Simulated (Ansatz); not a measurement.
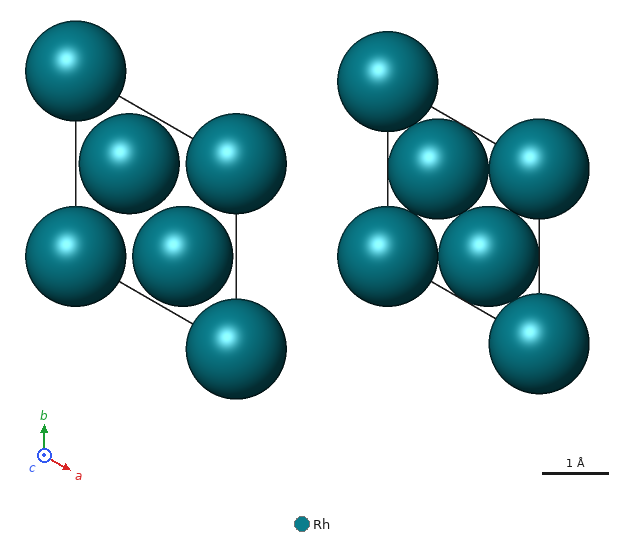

Two geometries of solid Rh (built on the samarium (9R)_166 type) (coarse preliminary run), drawn at one scale. One is the start of a relaxation, the other its converged end. Style: spheres-only. Shown: the conventional cell (3 times the calculation's cell), along the c axis. Lengths and directions refer to the drawn axes.

Level of theory: DFT PBEsol, scalar-relativistic, plane waves, PAW in Ansatz 0.2.0. Settings: plane-wave cutoff 420 eV; k-point mesh 9 × 9 × 9; occupations gaussian; smearing width 0.1 eV; no spin polarisation; cell and atoms relaxed; force threshold 0.04 eV/Å; at most 70 steps.

**Which of the two is the end point?**

The right one is the relaxed one. Case: samarium (9R) type (R-3m, No. 166). After 3 accepted moves (4 points after the start) the energy has fallen by 0.886 eV per cell of the calculation. The largest force component goes from 0.097 to 0.0028 eV/Å. Pressure: −31.93 GPa at the start and −0.11 GPa at the end. At 1 point the geometry stayed and the basis and grid were re-selected for the new cell (energy shift of 3.6 meV per cell of the calculation at most each time). The largest moves relative to the cell, 0.008 Å, are those of Rh atoms. The volume changes by −15.5 %, with a = b 2.842 → 2.680 Å (−5.7 %), c 20.603 → 19.587 Å (−4.9 %). Some distances before and after: Rh–Rh 2.842 → 2.680 Å, Rh–Rh 2.817 → 2.664 Å. The space group stays R-3m (No. 166). The run took of the order of 14 core-seconds on a shared host.
